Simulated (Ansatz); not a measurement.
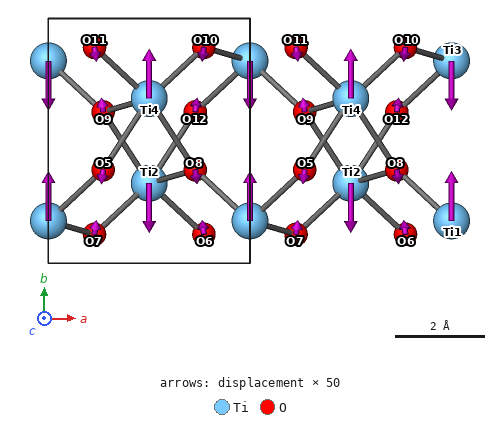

A relaxation of solid TiO2 (set up in Pbcn). The starting structure is drawn; purple arrows show the displacements (the part carried along by the change of the cell is left out), magnified 50 times.

Style: ball-and-stick. Shown: the cell of the calculation, repeated 2 × 1 × 1 with one cell outlined, along the c axis.

The run lets cell and atoms move.

All numbers below come from Ansatz, Kohn-Sham DFT of a periodic cell, PBE, PseudoDojo stringent.

Input
```yaml
crystal:
  lattice:
    - [4.54534955, 0.0, 0.0]
    - [0.0, 5.51961944, 0.0]
    - [0.0, 0.0, 4.90919686]
  atoms:
    - { symbol: Ti, position: [0.0, 0.17299093, 0.75] }
    - { symbol: Ti, position: [0.5, 0.32700907, 0.25] }
    - { symbol: Ti, position: [0.0, 0.82700907, 0.25] }
    - { symbol: Ti, position: [0.5, 0.67299093, 0.75] }
    - { symbol: O, position: [0.27145062, 0.38172464, 0.91864908] }
    - { symbol: O, position: [0.77145062, 0.11827536, 0.08135092] }
    - { symbol: O, position: [0.22854938, 0.11827536, 0.41864908] }
    - { symbol: O, position: [0.72854938, 0.38172464, 0.58135092] }
    - { symbol: O, position: [0.27145062, 0.61827536, 0.41864908] }
    - { symbol: O, position: [0.77145062, 0.88172464, 0.58135092] }
    - { symbol: O, position: [0.22854938, 0.88172464, 0.91864908] }
    - { symbol: O, position: [0.72854938, 0.61827536, 0.08135092] }
hamiltonian:
  xc: pbe
  pseudopotentials: { kind: nc, accuracy: stringent }
kpoints:
  mp_grid: { grid: [6, 5, 6] }
scf:
  occupations: { method: fermi_dirac, width: 0.05 }
output:
  forces: true
  stress: true
  eigenvalues: true
relax:
  f_tol: 0.01
  max_steps: 40
  cell: { stress_tol: 0.05 }
```

Run as
```bash
ansatz run input.yaml --threads 4 --pin off --max-ram 11264MiB --backend cpu --events-out ev --progress --plain --runs-dir out
```

> Atoms of which element are displaced furthest, and by how much?

Titanium: up to 0.023 Å, against 0.007 Å for oxygen.

> What did the optimiser do to the structure, and how much energy did it gain?

The largest moves relative to the cell, 0.023 Å, are those of Ti1, Ti2, Ti3 and Ti4. Ti2 goes along −b. Largest moves by element: Ti 0.023 Å, O 0.007 Å. The drawn cell changes as follows: a 4.545 → 4.576 Å (+0.7 %), b 5.520 → 5.568 Å (+0.9 %), c 4.909 → 4.922 Å (+0.3 %); the volume changes by +1.8 %. Near-neighbour distances that change, for instance: Ti1–Ti3 3.110 → 3.153 Å, Ti1–O10 2.085 → 2.124 Å, Ti1–O6 1.954 → 1.963 Å, Ti1–O5 1.880 → 1.875 Å. The space group stays Pbcn (No. 60). The energy falls by 2.6 meV per atom in 4 accepted moves (6 points after the start). The largest force component goes from 0.11 to 0.00096 eV/Å. Pressure: 3.68 GPa at the start and 0.01 GPa at the end. The line search rejected the trial step at point 3 of the run. At 1 point the geometry stayed and the basis and grid were re-selected for the new cell (energy shift of less than 0.05 meV per atom at most each time).
